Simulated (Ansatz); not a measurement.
Single-point calculation, with input and output: PtSe2 (part 2 of 2)

Continued. System: PtSe2 (P-3m1, 3 atoms in the cell). Method: DFT, HSE06, plane waves, PAW, no spin polarisation (Ansatz 0.2.0); cutoff 420 eV, 6×6×4 k-mesh, Fermi–Dirac smearing of 0.02 eV. The structure was built on a prototype by a generator. The geometry comes from this level: r2scan-rvv10 (a point of a series of strains). It belongs to a series of runs on one base structure; here: uniaxial_z strain -4.0%.

Geometry of the input (Å; fractional positions):
```
3.7287  0.0000  0.0000
-1.8643  3.2291  0.0000
0.0000  0.0000  5.0661
Pt 0.0000  0.0000  0.0000
Se 0.3333  0.6667  0.2551
Se 0.6667  0.3333  0.7449
```

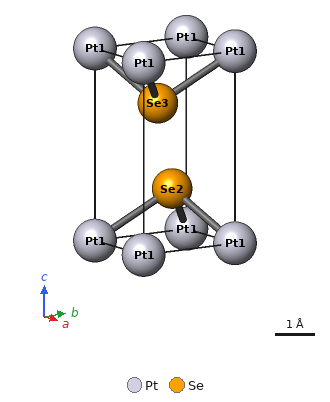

**Figure 1.** The input geometry (ball-and-stick view of the cell of the calculation, seen slightly off an axis; atoms are numbered from 1 in the order of the input). An atom can appear more than once, as a periodic image.

Output, continued
```
SCF iter   1: F=—  HF=-23467.519667 eV  |F-HF|=—  |Δ(HF+E_count)|=         —  Δρ=7.94e-5  dr2=9.54e-7  ethr=2.38e-6  ⟨swp⟩=3.2  Hψ=1427  notcnv=0
preconditioner: auto → none  [insulator: Δε(μ)=0.415 eV  Ē_g=10.673 eV  σ=0.020 eV  W_gap=0.82  n_scr=22 (ndim 8)  ℏωp=22.3 eV  f_vac=0.035  D(μ)=0.60/eV (n_scr^D=2)]
SCF iter   2: F=—  HF=-23467.519671 eV  |F-HF|=—  |Δ(HF+E_count)|=   4.72e-6  Δρ=5.76e-5  dr2=5.26e-7  ethr=1.80e-9  ⟨swp⟩=4.1  Hψ=2615  notcnv=0
SCF iter   3: F=—  HF=-23467.519671 eV  |F-HF|=—  |Δ(HF+E_count)|=   6.65e-8  Δρ=3.03e-5  dr2=1.51e-7  ethr=1.03e-9  ⟨swp⟩=3.1  Hψ=1338  notcnv=0  defer=5
SCF iter   4: F=—  HF=-23467.519672 eV  |F-HF|=—  |Δ(HF+E_count)|=   7.13e-8  Δρ=1.81e-5  dr2=4.01e-7  ethr=2.97e-10  ⟨swp⟩=4.1  Hψ=1710  notcnv=0
SCF iter   5: F=—  HF=-23467.519671 eV  |F-HF|=—  |Δ(HF+E_count)|=   1.02e-7  Δρ=2.41e-6  dr2=2.91e-9  ethr=2.97e-10  ⟨swp⟩=3.1  Hψ=1508  notcnv=0
SCF iter   6: F=-23467.519671 eV  HF=-23467.519671 eV  |F-HF|=3.02e-10  |Δ(HF+E_count)|=   1.51e-9  Δρ=5.56e-7  dr2=1.82e-10  ethr=5.69e-12  ⟨swp⟩=3.9  Hψ=2027  notcnv=0  defer=1
SCF 3 converged in 6 iterations: F = -23467.519671 eV  dr2 = 1.82e-10
  Residual-converged pass: ⟨swp⟩=3.0  Hψ=1647  notcnv=0  max |occ|·‖R‖ = 2.7e-7 eV (tolerance 2.7e-7 eV)  dr2=1.82e-10  dr2_onsite=2.61e-10  max |Δocc| = 2.6e-13
hybrid outer 2: dexx = +1.530e-6 eV, tail = 8.28e-8 eV, Δε = 1.18e-3 eV (about 4.24e-5 eV left of the loop's levels), ΔF = 1.41e-2 eV/Å (tail 2.36e-3)
Exchange kernel: α = 0.2500, screened, ω = 0.2079 Å⁻¹, Wigner–Seitz truncation, v(0) = 1046.0675 eV·Å³, q-mesh 6×6×4, nearest image of the exchange supercell L = 20.26 Å, pair-density grid 15×15×24, without the augmentation charges, whose exchange is taken in its separable form by FFT convolution over the k-point mesh (sized by the pseudopotential files, 24×24×36 at the most), smooth part of the exact exchange by density-matrix convolution in up to 3.54 GiB of GPU memory as planned if the GPU has room (build and FFT work areas not counted)
Frozen-core exchange: fock
SCF iter   1: F=—  HF=-23467.519672 eV  |F-HF|=—  |Δ(HF+E_count)|=         —  Δρ=4.86e-6  dr2=4.14e-9  ethr=8.28e-10  ⟨swp⟩=5.0  Hψ=1550  notcnv=0
preconditioner: auto → none  [insulator: Δε(μ)=0.416 eV  Ē_g=10.673 eV  σ=0.020 eV  W_gap=0.82  n_scr=22 (ndim 8)  ℏωp=22.3 eV  f_vac=0.035  D(μ)=0.60/eV (n_scr^D=2)]
SCF iter   2: F=-23467.519672 eV  HF=-23467.519672 eV  |F-HF|=1.40e-9  |Δ(HF+E_count)|=   3.03e-9  Δρ=2.82e-6  dr2=1.84e-9  ethr=7.42e-12  ⟨swp⟩=4.2  Hψ=2072  notcnv=0
SCF 4 converged in 2 iterations: F = -23467.519672 eV  dr2 = 1.84e-9
  Residual-converged pass: ⟨swp⟩=3.4  Hψ=1609  notcnv=0  max |occ|·‖R‖ = 2.6e-7 eV (tolerance 2.7e-7 eV)  dr2=1.85e-9  dr2_onsite=1.54e-10  max |Δocc| = 2.9e-13
hybrid outer 3: dexx = +3.389e-9 eV, tail = 4.05e-9 eV, Δε = 1.82e-4 eV (about 5.41e-5 eV left of the loop's levels), ΔF = 6.13e-4 eV/Å (tail 3.23e-4)
NSCF: frozen V_eff on 8 k-points
hybrid SCF converged: 3 outer / 14 inner (+9 warm-up), last move |dexx| = 3.39e-9 eV, tail = 4.05e-9 eV
Stability not checked: this state was not tested for a lower state beside it, because the functional holds exact exchange (a hybrid, or Hartree-Fock), whose exchange loop this test does not read (fock_operator; see scf.lower_state_search)
Free energy (F): -23467.519672 eV
Frozen-core exchange: fock
Harris-Foulkes:  -23467.519672 eV  (|F-HF|=1.40e-9)
Internal energy: -23467.518832 eV  (E = F + TS)
E sigma→0 (E₀):  -23467.519252 eV
Entropy (-TS):   -0.000840 eV (-0.280 meV/atom)
Fermi energy:    13.251822 eV
--- Per-component energies (eV) ---
  E_band       = -1102.666697
  E_kinetic    = 872.585357
  E_local      = -6731.357903  (includes V_loc(G=0)·N_el)
  E_nonlocal   = -990.316745
  E_hartree    = 3119.818229
  E_xc         = -376.045519
  E_vxc        = -397.156413  (∫ρ·V_xc dr)
  E_exx        = -200.276772  (= α·E_x^exact, valence–valence)
  E_paw        = -13173.022050  (= ΣΔE_a)
  E_vpaw       = 304.498714  (= ΣTr[D̂ρ^β])
  E_aug_tail   = -0.000994  (compensation charges beyond the density's cutoff)
  E_ewald      = -5984.732682
  E_core_change = -4.169753  (= ΣΔE_core)
  E_smearing   = -0.000840  (= −TS)
  E_closure    = 0.000000  (closes the sum)
  Σ components = -23467.519672   (vs F -23467.519672, Δ=0.00e0)
--- Forces (eV/Å), atoms counted from 1 ---
  atom   1  Pt     0.00000000     0.00000000     0.00000000
  atom   2  Se     0.00000000    -0.00000000    -0.28949710
  atom   3  Se    -0.00000000     0.00000000     0.28949710
  max |Σ_I F_I| component: 2.31e-18 eV/Å
--- Stress (GPa, compression-positive) ---
        0.589867      -0.000000      -0.000000
       -0.000000       0.589867       0.000000
       -0.000000       0.000000       0.930941
  P = ⅓ Tr σ = 0.7036 GPa (7.036 kbar)
--- Band table (eV; the first three rows and the last of 24) ---
  k-point 0: bands = ["-91.1432", "-44.0666", "-44.0666", "-43.9854", "-39.6477", "-39.6477", "-39.6449", "-39.6449", "-39.6262", "-39.6262", "-39.6208", "-39.6208", "-39.6137", "-39.6135", "-4.2697", "-1.1604", "4.7934", "5.7708", "5.7708", "8.0220", "8.0220", "9.5616", "11.7492", "11.7492", "13.5029", "14.6765", "14.6765", "17.0879", "17.9386"]
  k-point 1: bands = ["-91.1432", "-44.0667", "-44.0667", "-43.9854", "-39.6476", "-39.6476", "-39.6450", "-39.6450", "-39.6256", "-39.6256", "-39.6215", "-39.6215", "-39.6139", "-39.6133", "-4.0038", "-1.7666", "5.6309", "5.8047", "5.8047", "8.0012", "8.0012", "9.5958", "11.4744", "11.4744", "12.1473", "15.1827", "15.1827", "17.6199", "19.1672"]
  k-point 2: bands = ["-91.1432", "-44.0668", "-44.0668", "-43.9855", "-39.6474", "-39.6474", "-39.6451", "-39.6451", "-39.6246", "-39.6246", "-39.6225", "-39.6225", "-39.6140", "-39.6131", "-3.5455", "-2.5093", "5.8394", "5.8394", "6.6130", "7.9815", "7.9815", "9.6937", "10.7939", "11.2413", "11.2413", "15.7078", "15.7078", "18.4093", "20.1988"]
  k-point 23: bands = ["-91.1431", "-44.0707", "-44.0707", "-43.9833", "-39.6469", "-39.6465", "-39.6465", "-39.6453", "-39.6244", "-39.6235", "-39.6233", "-39.6233", "-39.6131", "-39.6131", "-2.0278", "-2.0278", "5.6759", "5.6759", "6.0825", "7.8679", "7.8679", "8.2296", "8.2870", "9.6640", "9.6640", "15.5376", "15.5376", "20.4999", "20.9955"]
```

File bands.tsv
```
# k_distance	band_0	band_1	band_2	band_3	band_4	band_5	band_6	band_7	band_8	band_9	band_10	band_11	band_12	band_13	band_14	band_15	band_16	band_17	band_18	band_19	band_20	band_21	band_22	band_23	band_24	band_25	band_26	band_27	band_28
# fermi_ev = 13.251822
# lock_threshold_ev = 1e-6
# [0, 0, 0] at k_distance = 0.000000
# [0.5, 0, 0] at k_distance = 0.972899
# [0.3333333333, 0.3333333333, 0] at k_distance = 1.534602
# [0, 0, 0.5] at k_distance = 2.817800
# [0.5, 0, 0.5] at k_distance = 3.790698
# [0.3333333333, 0.3333333333, 0.5] at k_distance = 4.352401
# [0, 0.25, 0.3333333333] at k_distance = 5.123681
# [0, 0.291667, 0.285156] at k_distance = 5.224396
# levels_relative_to = fermi_ev
# free_energy_ev = -23467.519672
# largest_residual_norms_ev = 7.028e-5 7.331e-5 7.441e-5 8.212e-5 1.327e-4 1.935e-4 1.536e-4 1.462e-4 1.308e-4 1.307e-4 2.074e-4 1.930e-4 1.489e-4 1.791e-4 3.499e-4 2.915e-4 7.912e-4 7.915e-4 7.700e-4 1.034e-3 1.342e-3 1.098e-3 9.169e-4 8.329e-4 1.056e-3 1.212e-3 1.062e-3 1.214e-3 1.159e-3
0.000000	-104.394982	-57.318431	-57.318431	-57.237195	-52.899531	-52.899531	-52.896756	-52.896756	-52.878051	-52.878051	-52.872665	-52.872665	-52.865553	-52.865301	-17.521482	-14.412246	-8.458390	-7.480979	-7.480979	-5.229823	-5.229823	-3.690193	-1.502655	-1.502655	0.251126	1.424654	1.424654	3.836029	4.686760
0.972899	-104.394919	-57.324771	-57.319570	-57.235417	-52.899755	-52.898208	-52.897319	-52.897205	-52.877498	-52.875959	-52.873971	-52.873877	-52.865254	-52.864960	-15.498049	-15.400121	-8.453601	-6.772039	-6.512399	-4.934656	-4.760143	-4.599241	-4.529784	-4.228807	-3.829470	0.721419	2.575374	5.246250	6.236531
1.534602	-104.394915	-57.322683	-57.322683	-57.235270	-52.899443	-52.898305	-52.898305	-52.896428	-52.878771	-52.874873	-52.874873	-52.872785	-52.865088	-52.865088	-15.310246	-15.310246	-7.936532	-7.201571	-7.201571	-5.832912	-5.832912	-5.038484	-3.298554	-2.608282	-2.608282	0.030450	0.030450	4.338643	8.193202
2.817800	-104.394978	-57.318614	-57.318614	-57.237283	-52.899260	-52.899260	-52.896890	-52.896890	-52.876460	-52.876460	-52.874349	-52.874349	-52.865847	-52.864942	-16.797346	-15.761105	-7.412381	-7.412381	-6.638787	-5.270330	-5.270330	-3.558119	-2.457899	-2.010484	-2.010484	2.455963	2.455963	5.157524	6.947024
3.790698	-104.394917	-57.324742	-57.319465	-57.235460	-52.899335	-52.898825	-52.897549	-52.896909	-52.876539	-52.876096	-52.875202	-52.873622	-52.865003	-52.864960	-15.653875	-15.098925	-8.843256	-7.027425	-6.840689	-5.960892	-4.762714	-4.666693	-4.348567	-3.388877	-1.866694	0.955209	1.757721	5.029572	5.130406
4.352401	-104.394909	-57.322478	-57.322478	-57.235109	-52.898710	-52.898274	-52.898274	-52.897079	-52.876268	-52.875361	-52.875105	-52.875105	-52.864878	-52.864878	-15.279608	-15.279608	-7.575904	-7.575904	-7.169282	-5.383888	-5.383888	-5.022249	-4.964813	-3.587829	-3.587829	2.285740	2.285740	7.248051	7.743705
5.123681	-104.394947	-57.321694	-57.318979	-57.236425	-52.899125	-52.898418	-52.898140	-52.896915	-52.876994	-52.875979	-52.875212	-52.873177	-52.865408	-52.865038	-16.448725	-15.225923	-8.021007	-7.124873	-6.820386	-6.093544	-5.476087	-4.501548	-2.160658	-1.904033	-0.875943	0.056970	0.886575	4.397273	6.273739
5.224396	-104.394937	-57.322496	-57.319099	-57.236180	-52.899054	-52.898685	-52.897974	-52.896921	-52.876997	-52.876393	-52.874873	-52.873050	-52.865294	-52.865079	-16.359275	-15.069929	-8.117649	-7.063731	-7.058412	-6.043984	-5.421442	-4.598022	-2.480989	-2.241733	-0.832964	-0.139665	1.003288	4.347986	5.949912
```

File rho_z.tsv
```
# z_ang	rho[e/angstrom^3]
# format = ansatz-planar-average/11
# lattice	3.728650369	0.000000000	0.000000000
# lattice	-1.864325184	3.229105941	0.000000000
# lattice	0.000000000	0.000000000	5.066070313
# sites	3
# site	78	0.000000000	0.000000000	0.000000000
# site	34	0.000000000	2.152737294	1.292320747
# site	34	1.864325184	1.076368647	3.773749566
0.000000	1.400383e0
0.140724	1.336197e0
0.281448	1.173423e0
0.422173	9.675319e-1
0.562897	7.767556e-1
0.703621	6.721450e-1
0.844345	7.333599e-1
0.985069	1.010500e0
1.125793	1.418105e0
1.266518	1.664316e0
1.407242	1.500948e0
1.547966	1.053056e0
1.688690	6.324033e-1
1.829414	3.759840e-1
1.970138	2.461826e-1
2.110863	1.800850e-1
2.251587	1.411235e-1
2.392311	1.176524e-1
2.533035	1.099518e-1
2.673759	1.176524e-1
2.814484	1.411235e-1
2.955208	1.800850e-1
3.095932	2.461826e-1
3.236656	3.759840e-1
3.377380	6.324033e-1
3.518104	1.053056e0
3.658829	1.500948e0
3.799553	1.664316e0
3.940277	1.418105e0
4.081001	1.010500e0
4.221725	7.333599e-1
4.362449	6.721450e-1
4.503174	7.767556e-1
4.643898	9.675319e-1
4.784622	1.173423e0
4.925346	1.336197e0
```

File v_z.tsv
```
# z_ang	v_es[eV]	v_tot[eV]
# format = ansatz-planar-average/11
# xc	hse06
# density_cutoff_ev	1680
# datasets	Pt=:simpson_from_first_knot:soft:fock:shift=0	Se=:simpson_from_first_knot:soft:fock:shift=0
# lattice	3.728650369	0.000000000	0.000000000
# lattice	-1.864325184	3.229105941	0.000000000
# lattice	0.000000000	0.000000000	5.066070313
# sites	3
# site	78	0.000000000	0.000000000	0.000000000
# site	34	0.000000000	2.152737294	1.292320747
# site	34	1.864325184	1.076368647	3.773749566
0.000000	-2.853093e-1	-1.138989e1
0.140724	2.120037e-2	-1.102866e1
0.281448	8.435585e-1	-1.004803e1
0.422173	1.894037e0	-8.763318e0
0.562897	3.186600e0	-7.190776e0
0.703621	4.864328e0	-5.242937e0
0.844345	6.590730e0	-3.312786e0
0.985069	7.841803e0	-1.913517e0
1.125793	8.573154e0	-1.039189e0
1.266518	9.061200e0	-3.551868e-1
1.407242	9.444753e0	3.245934e-1
1.547966	9.822330e0	1.109038e0
1.688690	1.028595e1	2.051287e0
1.829414	1.096639e1	3.224345e0
1.970138	1.203126e1	4.749462e0
2.110863	1.345373e1	6.586687e0
2.251587	1.475820e1	8.226057e0
2.392311	1.548324e1	9.152617e0
2.533035	1.568367e1	9.417057e0
2.673759	1.548324e1	9.152617e0
2.814484	1.475820e1	8.226057e0
2.955208	1.345373e1	6.586687e0
3.095932	1.203126e1	4.749462e0
3.236656	1.096639e1	3.224345e0
3.377380	1.028595e1	2.051287e0
3.518104	9.822330e0	1.109038e0
3.658829	9.444753e0	3.245934e-1
3.799553	9.061200e0	-3.551868e-1
3.940277	8.573154e0	-1.039189e0
4.081001	7.841803e0	-1.913517e0
4.221725	6.590730e0	-3.312786e0
4.362449	4.864328e0	-5.242937e0
4.503174	3.186600e0	-7.190776e0
4.643898	1.894037e0	-8.763318e0
4.784622	8.435585e-1	-1.004803e1
4.925346	2.120037e-2	-1.102866e1
```

Results in brief

```csv
quantity,value
outcome,converged
space group (tolerance 0.01 Å),P-3m1 (164)
electrons treated,50
free energy,−23467.5197 eV
Fermi energy,13.252 eV
band gap,none (metallic)
pressure,0.70 GPa
largest force (length of the vector),0.289 eV/Å
hardware,"1 × NVIDIA H100 80GB HBM3, 2 threads of AMD EPYC (Zen 3), 1656 GiB of memory available, shared host"
wall time,71 s (CPU time 91 s)
peak memory,2.7 GiB
```

Notes

The program warns: the exchange loop's threshold is looser than advised for the stress; the SCF threshold is looser than advised for the printed stress. Spin–orbit coupling is left out, which matters for Pt.
